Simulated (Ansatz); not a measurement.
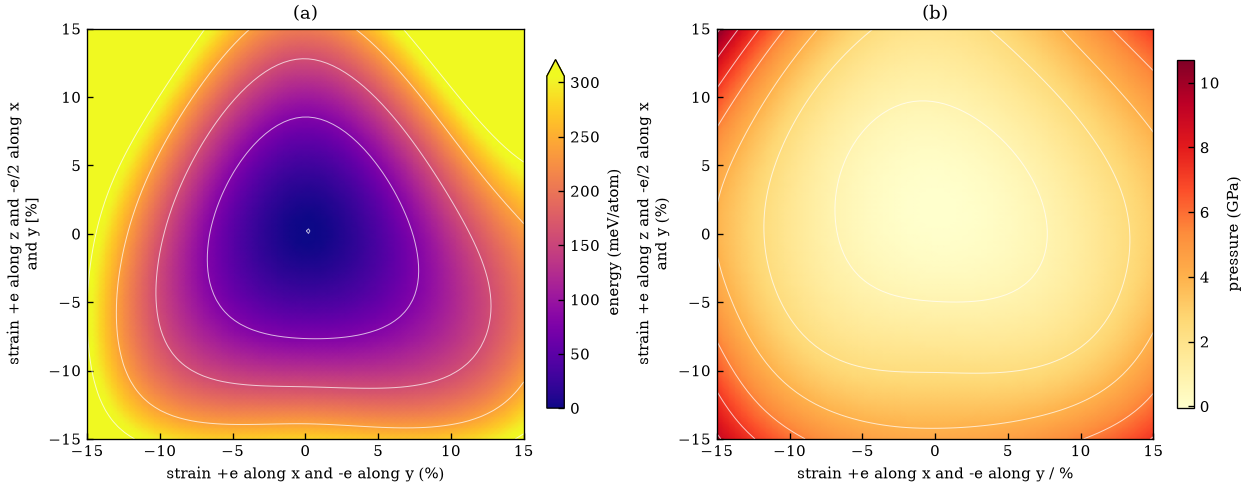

Hf (P6_3/mmc, No. 194; 2 atoms in the cell). The energy is mapped over two homogeneous strains (x along [1 0 0], y along [1 2 0], z along [0 0 1] of the conventional cell). First axis: strain +e along x and -e along y. Second axis: strain +e along z and -e/2 along x and y. Nothing is relaxed (fractional coordinates fixed). The scan uses a 5 × 5 grid. Points are written as (first, second). Energies are in meV/atom, from the lowest grid point. Method: DFT PBEsol, scalar-relativistic, plane waves, PAW in Ansatz. Settings: cutoff 420 eV, k-mesh 18×18×10 in the order of the run's cell vectors, gaussian smearing 0.15 eV, no spin polarisation.

Panel (a) is the energy and panel (b) the computed pressure on the same grid.

In the figure: a smooth colour map with a few white contour lines, one colour for all values above the top of the scale. Between grid points the surface is interpolated.

How does the pressure vary over the map, and what is it at the lowest grid point?

Answer. It runs from 0.0 GPa at (0.0 %, 0.0 %) to 10.7 GPa at (−15.0 %, 15.0 %). At the lowest grid point, (0.0 %, 0.0 %), it is 0.0 GPa.
